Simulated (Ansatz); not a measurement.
WS2 (space group R3m, No. 160): a calculation's input that goes back to an entry of the Crystallography Open Database (an earlier step may have relaxed or displaced it).

Space group R3m:H (No. 160). a = 3.172 Å, b = 3.172 Å, c = 18.712 Å, α = 90.00°, β = 90.00°, γ = 120.00°
```csv
atom,site,symmetry,x,y,z
W,3a,3m,0.6667,0.3333,0.3327
S,3a,3m,0.6667,0.3333,0.0828
S,3a,3m,0.3333,0.6667,0.2492
```

Bonds are taken as S–W below 2.7 Å; no other contact counts. Atoms with one bond or none are removed and atoms with two bonds are replaced by edges, until no such atom is left.

What net does this leave?

The result is a binodal (3,6)-connected, two-periodic (layers) net: S is a 3-connected node; W is a 6-connected node, in the ratio 2:1. It is the net of the trigonal-prismatic layers of 2H-MoS2. The layers lie parallel to (001).

```tsv
node	links	point symbol	coordination sequence
S	3	4^3	3 13 9 24 15
W	6	4^3.6^12	6 6 18 12 30
```

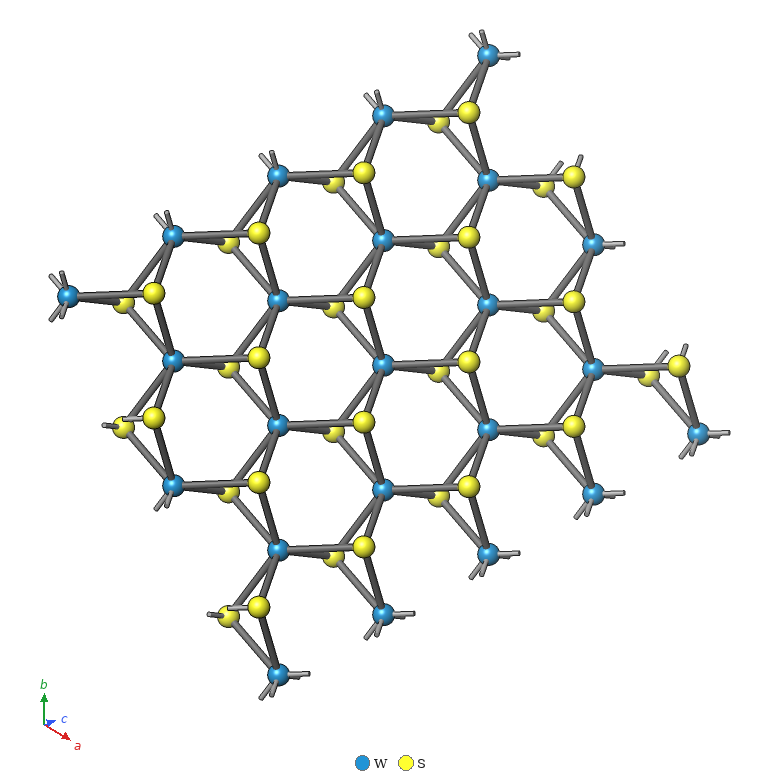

Nodes are coloured by element. One layer is drawn. Short stubs are edges that leave the cut-out.
